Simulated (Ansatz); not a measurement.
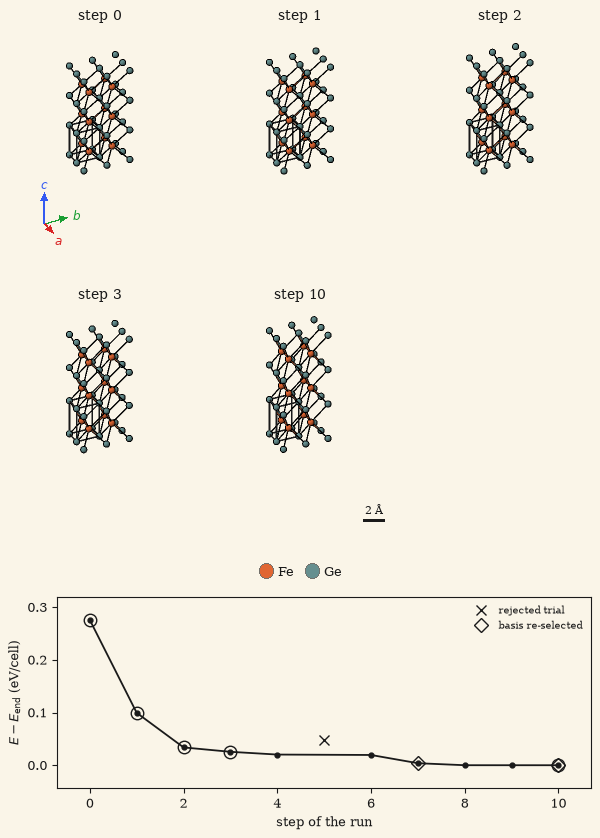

Frames of a relaxation of crystalline FeGe (a generated structure, set up in P-6m2) (coarse preliminary run), marked on the history of the run. Style: ball-and-stick. Shown: the cell of the calculation, repeated 2 × 2 × 3 with one cell outlined, slightly off an axis.

Method: DFT PBE, scalar-relativistic, plane waves, PAW in Ansatz.

The input:
```yaml
crystal:
  lattice:
    - [3.08619641, 0.0, 0.0]
    - [-1.5430982, 2.67272449, 0.0]
    - [0.0, 0.0, 3.00455094]
  atoms:
    - { symbol: Fe, position: [0.66666667, 0.33333333, 0.5], spin: 4.0 }
    - { symbol: Ge, position: [0.0, 0.0, 0.0] }
basis:
  ecutwfc: 420
kpoints:
  mp_grid: { grid: [6, 6, 6] }
hamiltonian:
  xc: pbe
scf:
  occupations: { method: gaussian, width: 0.1 }
  lower_state_search: "off"
output:
  forces: true
  stress: true
  eigenvalues: true
  populations: true
magnetization:
  spin_polarized: true
relax:
  adjacent_minimum: "off"
  f_tol: 0.04
  max_steps: 70
  cell: { stress_tol: 0.4 }
```

Command:
```bash
ansatz run input.yaml --threads 1 --pin off --max-ram 2560MiB --backend cpu --events-out ev --progress --plain --runs-dir out
```

**Describe the path.**

No atom moves by more than 0.005 Å relative to the cell. Cell: a = b 3.086 → 2.995 Å (−3.0 %), c 3.005 → 3.484 Å (+16.0 %). Volume +9.2 %. Some distances before and after: Fe1–Ge2 2.331 → 2.455 Å. Among the angles between lasting bonds that change: Fe1–Ge2–Fe1 80.3° → 90.4°, Ge2–Fe1–Ge2 80.3° → 90.4°, Ge2–Fe1–Ge2 82.9° → 75.2°. The space group stays P-6m2 (No. 187). The energy falls by 0.276 eV per cell of the calculation in 7 accepted moves (10 points after the start). All forces vanish by symmetry, so only the cell relaxes. Pressure: 21.51 GPa at the start and −0.13 GPa at the end. The line search rejected the trial step at point 5 of the run. The SCF was repeated twice at an unchanged geometry on a basis and grid sized afresh for the cell, which shifted the energy by 15.6 meV per cell of the calculation at most. From step 0 to 1: volume +6.4 %, energy −0.176 eV per cell of the calculation. From step 1 to 2: volume +3.3 %, energy −65.6 meV per cell of the calculation. From step 2 to 3: volume −0.3 %, energy −8.4 meV per cell of the calculation. From step 3 to 10: volume −0.3 %, energy −25.5 meV per cell of the calculation.

```csv
step,"E − E(0), meV/atom","pressure, GPa","volume, Å³/atom",note
0,0.00,21.51,12.392,
1,-88.11,8.09,13.185,
2,-120.91,0.60,13.619,
3,-125.09,-0.05,13.576,
4,-127.71,0.18,13.498,
5,-113.67,-1.09,13.322,rejected
6,-128.09,0.06,13.481,
7,-135.91,1.09,13.481,"same geometry, new basis"
8,-137.81,0.33,13.491,
9,-137.82,-0.13,13.533,
10,-137.83,-0.13,13.533,"same geometry, new basis"
```
